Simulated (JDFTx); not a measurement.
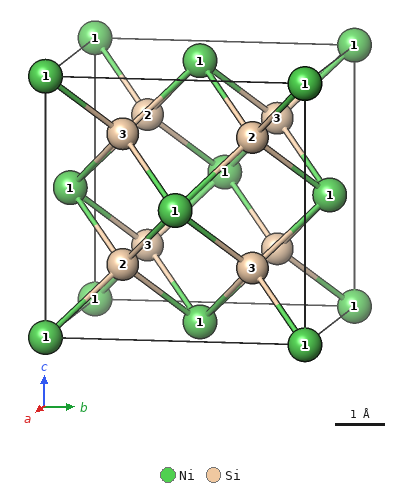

**Figure 1.** The structure as given in the input (ball-and-stick view of the cell 4 times as large as that of the calculation, set on its symmetry axes, seen slightly off an axis; atoms are numbered from 1 in the order of the input).

# NiSi$_{2}$: single-point calculation

The run: single-point calculation of NiSi$_{2}$ (3 atoms in the cell). Method and program: Kohn-Sham DFT of a periodic cell, PBE, PseudoDojo-SR-PBE-0.5-standard, spin-polarised (JDFTx 1.7.0 (patched build)).

The structure derives from an entry of the Crystallography Open Database.

The input
```
lattice \
    0.0000000000     5.1079297149     5.1079297149 \
    5.1079297149     0.0000000000     5.1079297149 \
    5.1079297149     5.1079297149     0.0000000000
coords-type Lattice
ion Ni     0.0000000000     0.0000000000     0.0000000000 1
ion Si     0.7500000000     0.7500000000     0.7500000000 1
ion Si     0.2500000000     0.2500000000     0.2500000000 1

ion-species pseudo/Ni.upf
ion-species pseudo/Si.upf
elec-cutoff 49 392
elec-ex-corr gga-PBE
kpoint-folding 9 9 9
elec-smearing Fermi 0.0018374661
elec-n-bands 20
spintype z-spin
initial-magnetic-moments Ni 1
elec-initial-magnetization 1 no
electronic-SCF nIterations 100 energyDiffThreshold 1e-09
electronic-minimize nIterations 30 energyDiffThreshold 1e-7
converge-empty-states yes
forces-output-coords Cartesian

dump-name run.$VAR
dump End Ecomponents EigStats BandEigs Kpoints Forces Stress
```

Launched with:
```bash
jdftx -c 1 -i Si2Ni.in -o Si2Ni.out
```

The program's output
```
*************** JDFTx 1.7.0 (patched build) ***************

Input parsed successfully to the following command list (including defaults):
[... the input with its defaults ...]

---------- Setting up symmetries ----------

Found 48 point-group symmetries of the bravais lattice
Found 48 space-group symmetries with basis
Applied RMS atom displacement 0 bohrs to make symmetries exact.

---------- Initializing the Grid ----------
R =
[            0      5.10793      5.10793  ]
[      5.10793            0      5.10793  ]
[      5.10793      5.10793            0  ]
unit cell volume = 266.541
G =
[  -0.615042   0.615042   0.615042  ]
[   0.615042  -0.615042   0.615042  ]
[   0.615042   0.615042  -0.615042  ]
Minimum fftbox size, Smin = [  68  68  68  ]
Chosen fftbox size, S = [  70  70  70  ]

---------- Initializing tighter grid for wavefunction operations ----------
R =
[            0      5.10793      5.10793  ]
[      5.10793            0      5.10793  ]
[      5.10793      5.10793            0  ]
unit cell volume = 266.541
G =
[  -0.615042   0.615042   0.615042  ]
[   0.615042  -0.615042   0.615042  ]
[   0.615042   0.615042  -0.615042  ]
Minimum fftbox size, Smin = [  48  48  48  ]
Chosen fftbox size, S = [  48  48  48  ]

---------- Exchange Correlation functional ----------
Initalized PBE GGA exchange.
Initalized PBE GGA correlation.

---------- Setting up pseudopotentials ----------
Width of ionic core gaussian charges (only for fluid interactions / plotting) set to 0

Reading pseudopotential file 'pseudo/Ni.upf':
  'Ni' pseudopotential, 'PBE' functional
  Generated using ONCVPSP code by D. R. Hamann
  18 valence electrons, 4 orbitals, 6 projectors, 1001 radial grid points, with lMax = 2
    3S    l: 0   occupation:  2.0   eigenvalue: -4.081355
    3P    l: 1   occupation:  6.0   eigenvalue: -2.623460
    3D    l: 2   occupation:  8.0   eigenvalue: -0.326118
    4S    l: 0   occupation:  2.0   eigenvalue: -0.207378
  Core radius for overlap checks: 1.60 bohrs.

Reading pseudopotential file 'pseudo/Si.upf':
  'Si' pseudopotential, 'PBE' functional
  Generated using ONCVPSP code by D. R. Hamann
  4 valence electrons, 2 orbitals, 6 projectors, 1001 radial grid points, with lMax = 2
    3S    l: 0   occupation:  2.0   eigenvalue: -0.397365
    3P    l: 1   occupation:  2.0   eigenvalue: -0.149981
  Core radius for overlap checks: 1.86 bohrs.

Initialized 2 species with 3 total atoms.

Folded 1 k-points by 9x9x9 to 729 k-points.

---------- Setting up k-points, bands, fillings ----------
Reduced to 35 k-points under symmetry.
Computing the number of bands and number of electrons
Calculating initial fillings.
nElectrons:  26.000000   nBands: 20   nStates: 70

----- Setting up reduced wavefunction bases (one per k-point) -----
average nbasis = 4367.711 , ideal nbasis = 4366.695

---------- Setting up ewald sum ----------
Optimum gaussian width for ewald sums = 2.168338 bohr.
Real space sum over 1331 unit cells with max indices [  5  5  5  ]
Reciprocal space sum over 3375 terms with max indices [  7  7  7  ]

---------- Allocating electronic variables ----------
Initializing wave functions:  linear combination of atomic orbitals
Note: number of bands (20) exceeds available atomic orbitals (18)
Ni (M=1) pseudo-atom majority spin occupations:   s ( 1 0.5 )  p ( 3 )  d ( 5 )
Ni (M=1) pseudo-atom minority spin occupations:   s ( 1 0 )  p ( 3 )  d ( 4.5 )
Si pseudo-atom occupations:   s ( 2 )  p ( 2 )
	FillingsUpdate:  mu: +1.025054347  nElectrons: 26.000000  magneticMoment: [ Abs: 0.04376  Tot: +0.03802 ]
LCAOMinimize: Iter:   0  F: -169.2673761848811864  |grad|_K:  7.299e-03  alpha:  1.000e+00
	FillingsUpdate:  mu: +1.024644846  nElectrons: 26.000000  magneticMoment: [ Abs: 0.04496  Tot: +0.04119 ]
LCAOMinimize: Iter:   1  F: -169.3265542066370415  |grad|_K:  7.167e-03  alpha:  3.954e-02  linmin: -3.197e-02  cgtest:  9.764e-01
LCAOMinimize: 	Wrong curvature in test step, increasing alphaT to 1.186112e-01.
[... 70 lines of inner loops ...]
	FillingsUpdate:  mu: +0.767573769  nElectrons: 26.000000  magneticMoment: [ Abs: 0.05310  Tot: +0.05182 ]
LCAOMinimize: Iter:  30  F: -171.7206011312489977  |grad|_K:  6.831e-03  alpha: -2.718e+00  linmin: -2.226e-01  cgtest:  8.625e-01
LCAOMinimize: Encountered beta<0, resetting CG.
LCAOMinimize: None of the convergence criteria satisfied after 30 iterations.

-------- Electronic minimization -----------
Will mix electronic density at each iteration.
	FillingsUpdate:  mu: +0.767573769  nElectrons: 26.000000  magneticMoment: [ Abs: 0.05310  Tot: +0.05182 ]
	FillingsUpdate:  mu: +0.665029025  nElectrons: 26.000000  magneticMoment: [ Abs: 0.05310  Tot: +0.05182 ]
SCF: Cycle:  0   F: -160.417442965076503   dF: +1.130e+01   |Residual|: 2.453e+00   |deigs|: 1.549e-01
	FillingsUpdate:  mu: +0.422459802  nElectrons: 26.000000  magneticMoment: [ Abs: 0.07728  Tot: +0.07244 ]
SCF: Cycle:  1   F: -168.006726102898455   dF: -7.589e+00   |Residual|: 1.981e+00   |deigs|: 8.331e-01
	FillingsUpdate:  mu: +0.437224268  nElectrons: 26.000000  magneticMoment: [ Abs: 0.03927  Tot: +0.03860 ]
SCF: Cycle:  2   F: -170.407630199565688   dF: -2.401e+00   |Residual|: 1.066e+00   |deigs|: 4.036e-01
	FillingsUpdate:  mu: +0.475898359  nElectrons: 26.000000  magneticMoment: [ Abs: 0.02387  Tot: +0.02169 ]
SCF: Cycle:  3   F: -171.990699141385960   dF: -1.583e+00   |Residual|: 2.155e-01   |deigs|: 1.979e-01
	FillingsUpdate:  mu: +0.470903718  nElectrons: 26.000000  magneticMoment: [ Abs: 0.02172  Tot: +0.02030 ]
SCF: Cycle:  4   F: -171.954821789910284   dF: +3.588e-02   |Residual|: 2.517e-01   |deigs|: 1.095e-02
	FillingsUpdate:  mu: +0.471389029  nElectrons: 26.000000  magneticMoment: [ Abs: 0.02204  Tot: +0.02055 ]
SCF: Cycle:  5   F: -171.963203303885194   dF: -8.382e-03   |Residual|: 2.451e-01   |deigs|: 1.368e-03
	FillingsUpdate:  mu: +0.515041116  nElectrons: 26.000000  magneticMoment: [ Abs: 0.01963  Tot: +0.00038 ]
SCF: Cycle:  6   F: -171.975389474341711   dF: -1.219e-02   |Residual|: 2.639e-01   |deigs|: 6.695e-02
	FillingsUpdate:  mu: +0.505905161  nElectrons: 26.000000  magneticMoment: [ Abs: 0.01010  Tot: -0.00105 ]
SCF: Cycle:  7   F: -172.052383986390481   dF: -7.699e-02   |Residual|: 1.709e-01   |deigs|: 1.083e-02
	FillingsUpdate:  mu: +0.504545519  nElectrons: 26.000000  magneticMoment: [ Abs: 0.00826  Tot: -0.00091 ]
SCF: Cycle:  8   F: -172.062267322093021   dF: -9.883e-03   |Residual|: 1.538e-01   |deigs|: 1.681e-03
	FillingsUpdate:  mu: +0.486559520  nElectrons: 26.000000  magneticMoment: [ Abs: 0.01112  Tot: +0.00103 ]
SCF: Cycle:  9   F: -172.090729745184575   dF: -2.846e-02   |Residual|: 8.784e-02   |deigs|: 2.605e-02
	FillingsUpdate:  mu: +0.488350579  nElectrons: 26.000000  magneticMoment: [ Abs: 0.00756  Tot: +0.00016 ]
SCF: Cycle: 10   F: -172.095369241102418   dF: -4.639e-03   |Residual|: 6.967e-02   |deigs|: 2.800e-03
	FillingsUpdate:  mu: +0.492322599  nElectrons: 26.000000  magneticMoment: [ Abs: 0.00336  Tot: -0.00075 ]
SCF: Cycle: 11   F: -172.101956394614092   dF: -6.587e-03   |Residual|: 2.178e-02   |deigs|: 6.167e-03
	FillingsUpdate:  mu: +0.493437404  nElectrons: 26.000000  magneticMoment: [ Abs: 0.00160  Tot: -0.00047 ]
SCF: Cycle: 12   F: -172.102397818327148   dF: -4.414e-04   |Residual|: 5.712e-03   |deigs|: 1.840e-03
	FillingsUpdate:  mu: +0.492890924  nElectrons: 26.000000  magneticMoment: [ Abs: 0.00088  Tot: -0.00013 ]
SCF: Cycle: 13   F: -172.102322618514819   dF: +7.520e-05   |Residual|: 8.712e-03   |deigs|: 8.084e-04
	FillingsUpdate:  mu: +0.493209149  nElectrons: 26.000000  magneticMoment: [ Abs: 0.00016  Tot: -0.00003 ]
SCF: Cycle: 14   F: -172.102393980325132   dF: -7.136e-05   |Residual|: 3.625e-03   |deigs|: 5.399e-04
	FillingsUpdate:  mu: +0.493421572  nElectrons: 26.000000  magneticMoment: [ Abs: 0.00012  Tot: -0.00001 ]
SCF: Cycle: 15   F: -172.102409893731135   dF: -1.591e-05   |Residual|: 3.291e-04   |deigs|: 3.549e-04
	FillingsUpdate:  mu: +0.493445529  nElectrons: 26.000000  magneticMoment: [ Abs: 0.00008  Tot: -0.00002 ]
SCF: Cycle: 16   F: -172.102410263283048   dF: -3.696e-07   |Residual|: 2.131e-04   |deigs|: 3.979e-05
	FillingsUpdate:  mu: +0.493448230  nElectrons: 26.000000  magneticMoment: [ Abs: 0.00005  Tot: -0.00000 ]
SCF: Cycle: 17   F: -172.102410271541459   dF: -8.258e-09   |Residual|: 4.448e-04   |deigs|: 1.205e-05
	FillingsUpdate:  mu: +0.493431890  nElectrons: 26.000000  magneticMoment: [ Abs: 0.00002  Tot: -0.00001 ]
SCF: Cycle: 18   F: -172.102410457215512   dF: -1.857e-07   |Residual|: 3.441e-04   |deigs|: 3.909e-05
	FillingsUpdate:  mu: +0.493404227  nElectrons: 26.000000  magneticMoment: [ Abs: 0.00002  Tot: +0.00000 ]
SCF: Cycle: 19   F: -172.102410602507661   dF: -1.453e-07   |Residual|: 4.606e-05   |deigs|: 5.011e-05
	FillingsUpdate:  mu: +0.493406006  nElectrons: 26.000000  magneticMoment: [ Abs: 0.00001  Tot: +0.00000 ]
SCF: Cycle: 20   F: -172.102410607198010   dF: -4.690e-09   |Residual|: 2.611e-05   |deigs|: 7.847e-06
	FillingsUpdate:  mu: +0.493406942  nElectrons: 26.000000  magneticMoment: [ Abs: 0.00000  Tot: +0.00000 ]
SCF: Cycle: 21   F: -172.102410609001936   dF: -1.804e-09   |Residual|: 1.420e-05   |deigs|: 6.603e-06
	FillingsUpdate:  mu: +0.493407635  nElectrons: 26.000000  magneticMoment: [ Abs: 0.00000  Tot: +0.00000 ]
SCF: Cycle: 22   F: -172.102410609591203   dF: -5.893e-10   |Residual|: 2.684e-06   |deigs|: 6.849e-06
	FillingsUpdate:  mu: +0.493407986  nElectrons: 26.000000  magneticMoment: [ Abs: 0.00000  Tot: +0.00000 ]
SCF: Cycle: 23   F: -172.102410609718135   dF: -1.269e-10   |Residual|: 4.969e-06   |deigs|: 7.266e-06
SCF: Converged (|Delta E|<1.000000e-09 for 2 iters).

Setting wave functions to eigenvectors of Hamiltonian
Converging empty states (this may take a while): |deigs|: 2.980e-04

# Stress tensor in Cartesian coordinates [Eh/a0^3]:
[ -0.000132736            0            0  ]
[            0 -0.000132736            0  ]
[            0            0 -0.000132736  ]

# Ionic positions in lattice coordinates:
ion Ni   0.000000000000000   0.000000000000000   0.000000000000000 1
ion Si   0.750000000000000   0.750000000000000   0.750000000000000 1
ion Si   0.250000000000000   0.250000000000000   0.250000000000000 1

# Forces in Cartesian coordinates:
force Ni  -0.000000000000000   0.000000000000000   0.000000000000000 1
force Si  -0.000000000000000  -0.000000000000000  -0.000000000000000 1
force Si  -0.000000000000000  -0.000000000000000   0.000000000000000 1

# Energy components:
   Eewald =      -92.8967319446008730
       EH =       71.8144609316467211
     Eloc =     -187.3733116098852634
      Enl =      -25.2363341093752602
      Exc =      -24.6299169371495204
 Exc_core =        4.1891450230522000
       KE =       82.0305561770423424
-------------------------------------
     Etot =     -172.1021324692696624
       TS =        0.0002781404484687
-------------------------------------
        F =     -172.1024106097181345

IonicMinimize: Iter:   0  F: -172.102410609718135  |grad|_K:        nan
IonicMinimize: None of the convergence criteria satisfied after 0 iterations.

#--- Lowdin population analysis ---
# oxidation-state Ni +0.576
# magnetic-moments Ni +0.000
# oxidation-state Si -0.113 -0.113
# magnetic-moments Si +0.000 +0.000

Dumping 'run.eigStats' ...
	eMin: -3.353392 at state 35 ( [ +0.000000 +0.000000 +0.000000 ] spin -1 )
	HOMO: +0.491349 at state 49 ( [ +0.000000 +0.222222 +0.333333 ] spin -1 )
	mu  : +0.493406
	LUMO: +0.495291 at state 5 ( [ +0.000000 +0.111111 +0.111111 ] spin 1 )
	eMax: +0.911301 at state 55 ( [ +0.000000 +0.333333 +0.444444 ] spin -1 )
	HOMO-LUMO gap: +0.003942
	Optical gap  : +0.016042 at state 40 ( [ +0.000000 +0.111111 +0.111111 ] spin -1 )
Done!
```

Results in brief

- outcome: converged
- space group (tolerance 0.01 Å): Fm-3m (225)
- electrons treated: 26
- free energy: −4683.1452 eV
- Fermi energy: 13.426 eV
- gap on the k-point mesh: none (metallic)
- net moment of the cell: 0.00 μB
- integrated absolute moment: 0.00 μB
- pressure: 3.91 GPa
- largest force (length of the vector): under 0.001 eV/Å
- hardware: 1 thread of Arm Neoverse N1, 24 GiB of memory available, shared host
- wall time: 25 min
- peak memory: 0.41 GiB
